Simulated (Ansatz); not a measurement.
# Run report: Ti, single-point calculation (part 1 of 2)

The run: single-point calculation of Ti (P6₃/mmc, 2 atoms in the cell). Method and program: DFT, PBE, PAW with Ansatz's default frozen-core files, scalar-relativistic, spin-polarised (Ansatz 0.2.0).

The structure derives from an entry of the Crystallography Open Database. It belongs to a series of runs on one base structure; here: free moments from the typed start, PAW files. Figures and captions count atoms from 1; the log counts them from 0 in places.

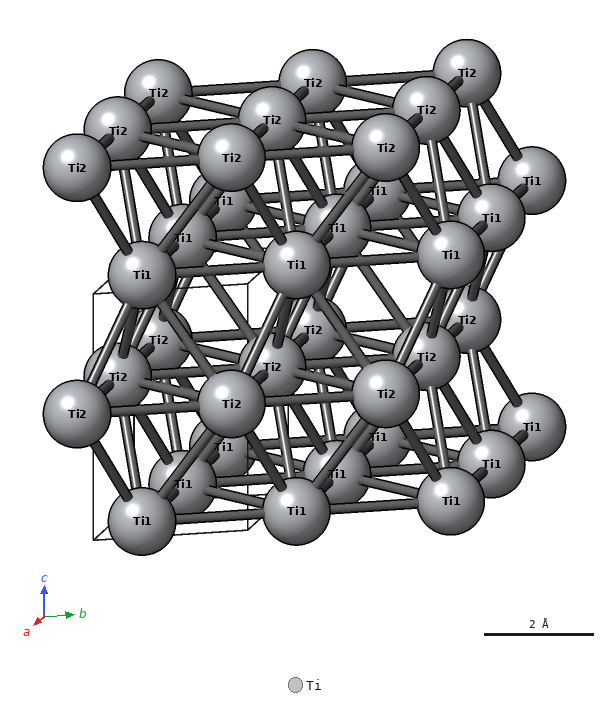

Figure 1. The input geometry (ball-and-stick view of the cell of the calculation, repeated 3 × 3 × 2, seen slightly off an axis; atoms are numbered from 1 in the order of the input). Near neighbours in the crystal (not all of them lie inside the picture): Ti has 12 Ti at 2.89 to 2.95 Å.

Results in brief:

| quantity | value |
| --- | --- |
| outcome | converged |
| space group (tolerance 0.01 Å) | P6₃/mmc (194) |
| electrons treated | 24 |
| free energy | −4999.3394 eV |
| Fermi energy | 13.148 eV |
| net moment of the cell | 0.00 μB |
| integrated absolute moment | 0.00 μB |
| pressure | −1.49 GPa |
| electronic character | metal |
| largest force (length of the vector) | under 0.001 eV/Å |
| hardware | 1 thread of Arm Neoverse N1, 24 GiB of memory available, shared host |
| wall time | 21 s |
| peak memory | 0.34 GiB |

The program warns: some starting moments were not kept.

Input:
```yaml
crystal:
  lattice:
    - [2.95, 0.0, 0.0]
    - [-1.475, 2.5547749412, 0.0]
    - [0.0, 0.0, 4.68]
  atoms:
    - { symbol: Ti, position: [0.3333333333, 0.6666666667, 0.25], spin: 1.0 }
    - { symbol: Ti, position: [0.6666666667, 0.3333333333, 0.75], spin: 1.0 }
magnetization:
  spin_polarized: true
kpoints:
  mp_grid: { grid: [13, 13, 7] }
scf:
  occupations: { method: fermi_dirac, width: 0.05 }
  lower_state_search: "off"
hamiltonian:
  xc: pbe
  pseudopotentials: { kind: paw }
output:
  forces: true
  stress: true
  eigenvalues: true
  populations: true
  dos: { projected: true, de: 0.1, e_range: [-8, 5] }
  write_density: true
  write_potential: true
  elf: true
  volumetric_format: npy
```

Run as:
```bash
ansatz run input.yaml --threads 1 --pin off --max-ram 3072MiB --backend cpu --events-out ev --progress --plain --runs-dir out
```

The program's output:
```
Engine: ansatz 0.2.0, aarch64-unknown-linux-gnu
Pseudopotentials: kind: paw
Pseudopotential: Ti, paw, valence charge 12, recommended cutoff 420 eV (normal), Ti.paw.azcp
Functional definition: PBE
  parameter kappa = 0.804
  parameter beta = 0.06672455060314922
  exchange = pbe_x(kappa = kappa, mu = beta*pi^2/3)
  correlation = pbe_c(beta = beta)
Crystal: 2 atoms, lattice volume = 35.271 Å³
Basis set: ecut = 420 eV, 687 PW (Γ), exchange–correlation on 40×40×64 points (8 copies of the dense FFT grid, shifted against one another)
Bands: 17, of which v1, the nominal top of the filled ones, is band 12 counted from 1 (11 counted from 0)
Symmetry: 24 space group operations
Space group: P63/mmc (ITA 194), of the structure as read, at distance tolerance 3.3e-5 Å
Magnetic group: BNS 194.263 (UNI 1493), of the structure as read, at distance tolerance 3.3e-5 Å
k-points: 84 of 1183
Non-local potential: Ti, projectors of the file, l = 0: 3, l = 1: 2, l = 2: 3, l = 3: 1
PAW form: soft (Blöchl's): semilocal exchange-correlation on the pseudo side does not see the compensation charge
PAW one-centre angular grid: Ti, 590 points (default); XC on 64 Gauss nodes
Initial density: superposition of atomic densities (chi_scale 0.1, normalization cell)
Starting moments: Σ|m| = 2 μB on 2 of 2 sites
Initial wavefunctions: pseudopotential atomic-orbital guess
Functional: x = pbe(κ = 0.804, μ = 0.2195149727645171), c = pbe(β = 0.06672455060314922)
SCF iter   1: F=—  HF=-4999.395558 eV  |F-HF|=—  |Δ(HF+E_count)|=         —  Δρ=7.61e-2 (↑7.61e-2 ↓3.26e-2)  dr2=1.17e0  dr2_m=8.59e-1  M=0.589 μB ∫|m|=0.589 μB  β_m=0.30  ethr=3.10e-3  ⟨swp⟩=4.3  Hψ=11951  notcnv=0
preconditioner: auto → none  [metal: Δε(μ)=0.010 eV  Ē_g=3.500 eV  σ=0.050 eV  W_gap=0.05  n_scr=8 (ndim 8)  ℏωp=17.7 eV  f_vac=0.000  D(μ)=2.61/eV (n_scr^D=34)  sad-step TF]
SCF iter   2: F=—  HF=-4999.283341 eV  |F-HF|=—  |Δ(HF+E_count)|=   1.12e-1  Δρ=5.26e-2 (↑5.26e-2 ↓2.84e-2)  dr2=4.60e-1  dr2_m=4.82e-1  M=0.484 μB ∫|m|=0.484 μB  β_m=0.30  ethr=3.10e-3  ⟨swp⟩=2.0  Hψ=4953  notcnv=0  defer=6
SCF iter   3: F=—  HF=-4999.229485 eV  |F-HF|=—  |Δ(HF+E_count)|=   5.39e-2  Δρ=3.08e-2 (↑2.65e-2 ↓3.08e-2)  dr2=1.75e-2  dr2_m=2.58e-1  M=0.430 μB ∫|m|=0.430 μB  β_m=0.30  ethr=1.92e-3  ⟨swp⟩=2.9  Hψ=5492  notcnv=0  defer=6
SCF iter   4: F=—  HF=-4999.271739 eV  |F-HF|=—  |Δ(HF+E_count)|=   4.23e-2  Δρ=2.36e-2 (↑2.36e-2 ↓2.11e-2)  dr2=3.85e-3  dr2_m=1.61e-1  M=0.338 μB ∫|m|=0.338 μB  β_m=0.30  ethr=7.29e-5  ⟨swp⟩=2.0  Hψ=6024  notcnv=0  defer=6
SCF iter   5: F=—  HF=-4999.296716 eV  |F-HF|=—  |Δ(HF+E_count)|=   2.50e-2  Δρ=1.74e-2 (↑1.73e-2 ↓1.74e-2)  dr2=7.16e-5  dr2_m=9.72e-2  M=0.275 μB ∫|m|=0.275 μB  β_m=0.30  ethr=1.60e-5  ⟨swp⟩=2.0  Hψ=4356  notcnv=0  defer=6
SCF iter   6: F=—  HF=-4999.312810 eV  |F-HF|=—  |Δ(HF+E_count)|=   1.61e-2  Δρ=1.36e-2 (↑1.36e-2 ↓1.35e-2)  dr2=4.74e-6  dr2_m=5.94e-2  M=0.224 μB ∫|m|=0.224 μB  β_m=0.30  ethr=2.99e-7  ⟨swp⟩=2.0  Hψ=5321  notcnv=0  defer=6
SCF iter   7: F=—  HF=-4999.322585 eV  |F-HF|=—  |Δ(HF+E_count)|=   9.78e-3  Δρ=1.06e-2 (↑1.06e-2 ↓1.06e-2)  dr2=9.55e-6  dr2_m=3.64e-2  M=0.183 μB ∫|m|=0.183 μB  β_m=0.30  ethr=1.98e-8  ⟨swp⟩=2.5  Hψ=5170  notcnv=0  defer=6
SCF iter   8: F=—  HF=-4999.328678 eV  |F-HF|=—  |Δ(HF+E_count)|=   6.09e-3  Δρ=8.34e-3 (↑8.34e-3 ↓8.32e-3)  dr2=3.91e-6  dr2_m=2.24e-2  M=0.150 μB ∫|m|=0.150 μB  β_m=0.30  ethr=1.98e-8  ⟨swp⟩=2.1  Hψ=5030  notcnv=0  defer=6
Mixer restart at iter 8: flushing history
spin-set hold released at iteration 8 (site moments contracting): the magnetisation degrees of freedom join the quasi-Newton model from the next iteration; the mixer history was flushed
SCF iter   9: F=—  HF=-4999.332507 eV  |F-HF|=—  |Δ(HF+E_count)|=   3.83e-3  Δρ=6.58e-3 (↑6.58e-3 ↓6.54e-3)  dr2=4.49e-6  dr2_m=1.39e-2  M=0.123 μB ∫|m|=0.123 μB  β_m=0.59  ethr=1.63e-8  ⟨swp⟩=2.0  Hψ=5023  notcnv=0  defer=6
SCF iter  10: F=—  HF=-4999.339161 eV  |F-HF|=—  |Δ(HF+E_count)|=   6.65e-3  Δρ=8.89e-4 (↑7.90e-4 ↓8.89e-4)  dr2=5.32e-6  dr2_m=2.27e-4  M=0.024 μB ∫|m|=0.024 μB  β_m=0.82  ethr=1.63e-8  ⟨swp⟩=3.5  Hψ=6330  notcnv=0  defer=6
SCF iter  11: F=—  HF=-4999.339369 eV  |F-HF|=—  |Δ(HF+E_count)|=   2.09e-4  Δρ=1.90e-4 (↑1.90e-4 ↓1.36e-4)  dr2=7.28e-6  dr2_m=6.99e-6  M=0.005 μB ∫|m|=0.006 μB  β_m=0.90  ethr=1.63e-8  ⟨swp⟩=2.0  Hψ=5040  notcnv=0  defer=6
SCF iter  12: F=—  HF=-4999.339388 eV  |F-HF|=—  |Δ(HF+E_count)|=   1.88e-5  Δρ=1.36e-4 (↑9.85e-5 ↓1.36e-4)  dr2=1.37e-5  dr2_m=1.18e-6  M=0.002 μB ∫|m|=0.002 μB  β_m=0.74  ethr=1.63e-8  ⟨swp⟩=2.0  Hψ=4997  notcnv=0  defer=6
iter 13 did not close the SCF: its close was put off for a magnetic moment that had not settled (scf_convergence_deferred on its scf_iter line)
SCF iter  13: F=-4999.339386 eV  HF=-4999.339386 eV  |F-HF|=1.34e-7  |Δ(HF+E_count)|=   2.02e-6  Δρ=1.97e-5 (↑1.58e-5 ↓1.97e-5)  dr2=4.52e-8  dr2_m=9.11e-8  M=0.000 μB ∫|m|=0.001 μB  β_m=0.82  ethr=4.17e-10  ⟨swp⟩=5.7  Hψ=17044  notcnv=0
iter 14 did not close the SCF: its close was put off for a magnetic moment that had not settled (scf_convergence_deferred on its scf_iter line)
SCF iter  14: F=-4999.339386 eV  HF=-4999.339386 eV  |F-HF|=1.17e-8  |Δ(HF+E_count)|=   2.42e-7  Δρ=6.41e-6 (↑6.41e-6 ↓3.36e-6)  dr2=3.53e-9  dr2_m=7.14e-9  M=-0.000 μB ∫|m|=0.000 μB  β_m=0.86  ethr=1.88e-10  ⟨swp⟩=4.0  Hψ=13670  notcnv=0
iter 15 did not close the SCF: its close was put off for a magnetic moment that had not settled (scf_convergence_deferred on its scf_iter line)
SCF iter  15: F=-4999.339386 eV  HF=-4999.339386 eV  |F-HF|=5.19e-10  |Δ(HF+E_count)|=   1.96e-8  Δρ=9.71e-7 (↑7.53e-7 ↓9.71e-7)  dr2=4.40e-11  dr2_m=2.27e-10  M=-0.000 μB ∫|m|=0.000 μB  β_m=0.93  ethr=1.47e-11  ⟨swp⟩=4.0  Hψ=13448  notcnv=0
SCF iter  16: F=-4999.339386 eV  HF=-4999.339386 eV  |F-HF|=1.09e-11  |Δ(HF+E_count)|=  7.73e-10  Δρ=1.76e-7 (↑1.76e-7 ↓1.57e-7)  dr2=4.13e-12  dr2_m=7.33e-12  M=-0.000 μB ∫|m|=0.000 μB  ethr=1.00e-12  ⟨swp⟩=3.0  Hψ=12118  notcnv=0
WARN: the starting moments were not kept: the SCF closed with an absolute magnetisation of 5.3e-6 μB, where they sum to 2 μB in size (2 sites). That is at most 0.1 of that sum. Measured as dr2_m measures the in/out step, that magnetisation stands 3.3e-12 eV from none, at or under the dr2_threshold of 1.0e-7 eV: it is no larger than a step whose dr2_m would equal this threshold. The system may hold no moment; this SCF shows only that its start led to no more than that. To try another start: raise the starting moments (crystal.atoms[].spin, magnetization.per_species, magnetization.initial_magnetization, or on a non-collinear deck that types none of these the spinor_matrix: blocks that start its atoms; where the total moment is fixed, keep their sum and leave initial_magnetization as it is; typed ones take the place of any that the run laid by itself, positive ones on a crystal's lanthanoids without a Hubbard term where scf.initial_density.shell_occupations: [] is typed) or, if the notice of its spin-set hold's release reads "site moments contracting" or "site moments show no strong build", lengthen the hold (scf.mixing.spin_hold: { on: { confirm: 4 } }; for m-r²SCAN on two components see the key's manual first). Each may lead to a state that holds a moment. A second SCF, from the converged charge density, with the starting moments and any scf.initial_density.shell_occupations laid on it anew, would have followed, and was not run: the deck does not ask for one (magnetization.retry_lost_moments is false, the default). To let it run, set magnetization.retry_lost_moments: true and run the deck again, where that key's refused combinations let it; where memory then withholds it, that run's warning says so.
SCF 1 converged in 16 iterations: F = -4999.339386 eV  dr2 = 4.13e-12
  greatest PAW one-centre occupation: 0.999 electrons in one spin orbital (limit 2), on the Ti atom at site 1 (counted from 0), in its partial waves of l = 0
```

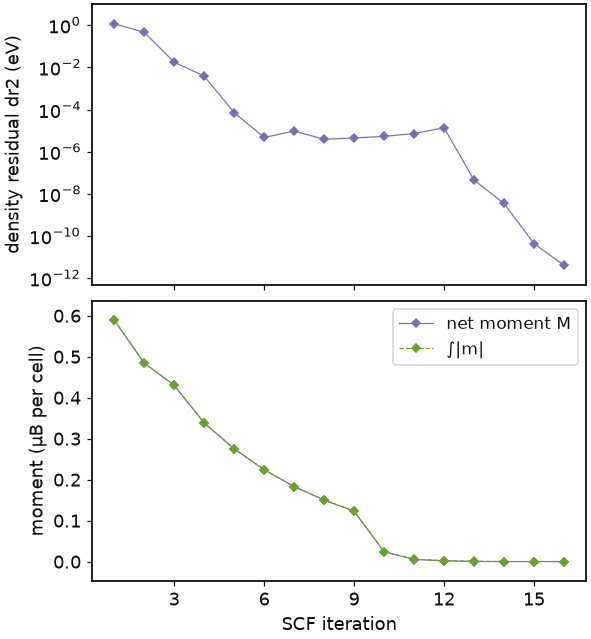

Figure 2. Convergence of the self-consistent field: density residual dr2 and magnetic moment against the SCF iteration. The residual comes down, with one marked jump up, by a factor of about 2, at step 7. The net moment goes from 0.6 to 0.0 μB per cell, and ∫|m| falls to zero.

```
SCF converged after 16 iterations
Magnetization: -0.0000 μB (12.0000 up, 12.0000 down)
Absolute magnetization: 0.0000 μB (∫|ρ↑−ρ↓|, with the PAW one-centre terms)
Spin contamination: 0.0000 ħ² per cell (⟨S²⟩ above its minimum at these occupations)
Per-site moments (μB) at R_I (Å): [(-1.7166603591493375e-6, 1.1938603286741447), (-1.7166603589942907e-6, 1.1938603286741447)]
Free energy (F): -4999.339386 eV
Harris-Foulkes:  -4999.339386 eV  (|F-HF|=1.09e-11)
Internal energy: -4999.321244 eV  (E = F + TS)
E sigma→0 (E₀):  -4999.330315 eV
Entropy (-TS):   -0.018143 eV (-9.071 meV/atom)
Fermi energy:    13.148173 eV
--- Per-component energies (eV) ---
  E_band       = -320.996268
  E_kinetic    = 543.916680
  E_local      = -1642.279033  (includes V_loc(G=0)·N_el)
  E_nonlocal   = 16.010431
  E_hartree    = 673.180697
  E_xc         = -194.679944
  E_vxc        = -243.526693  (∫ρ·V_xc dr)
  E_paw        = -2094.991456  (= ΣΔE_a)
  E_vpaw       = -341.479293  (= ΣTr[D̂ρ^β])
  E_aug_tail   = 0.000247  (compensation charges beyond the density's cutoff)
  E_ewald      = -2300.478866
  E_smearing   = -0.018143  (= −TS)
  E_closure    = 0.000000  (closes the sum)
  Σ components = -4999.339386   (vs F -4999.339386, Δ=0.00e0)
--- Forces (eV/Å), atoms counted from 1 ---
  atom   1  Ti    -0.00000000     0.00000000    -0.00000000
  atom   2  Ti     0.00000000    -0.00000000     0.00000000
  max |Σ_I F_I| component: 3.70e-17 eV/Å
```
